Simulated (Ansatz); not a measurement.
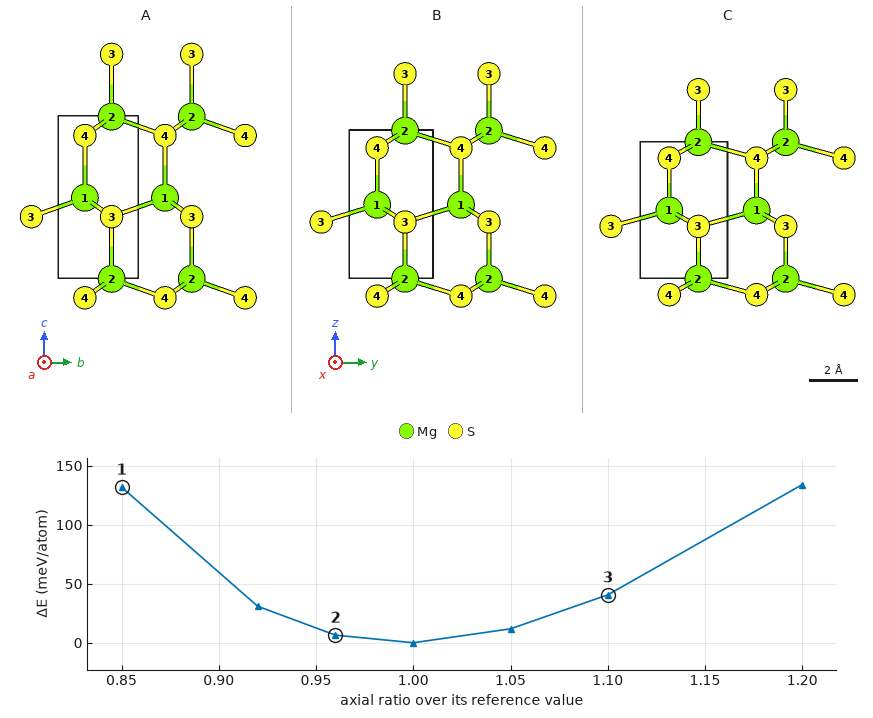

Energy scan for a crystal of MgS (P6_3mc), in which the ratio of the cell's length along z to its lengths across, counted as 1 for the reference, is changed at fixed volume (a c/a path), with the atoms kept at their fractional coordinates. x, y and z are the Cartesian axes of the input. The frames are shuffled; the numbered points of the plot belong to them. Style: ball-and-stick. Shown: the cell of the calculation, repeated 2 × 2 × 1 with one cell outlined, along the a axis.

Method: Ansatz 0.2.0, DFT PBEsol, scalar-relativistic, plane waves, PAW. (plane-wave cutoff 420 eV; k-point mesh 9 × 9 × 4; occupations gaussian; smearing width 0.05 eV; no spin polarisation). Energies (free energies at the smearing named) are counted from the cell as listed in its source, which wasn't relaxed.

> Which frame belongs to which numbered point?

Point 1 is frame C (the relative ratio 0.85, 131.9 meV/atom); 2 is frame B (the relative ratio 0.96, 6.5 meV/atom); 3 is frame A (the relative ratio 1.10, 40.6 meV/atom). The lowest computed point lies at the relative ratio 1.00 (0.0 meV/atom). At the ends of the scan the energy is 131.9 meV/atom (0.85) and 134.0 meV/atom (1.20). The distortion keeps the space group P6_3mc. At the relative ratio 1.20 the cell of the drawing goes a 4.035 → 3.797 Å, b 4.035 → 3.797 Å, c 6.432 → 7.264 Å.
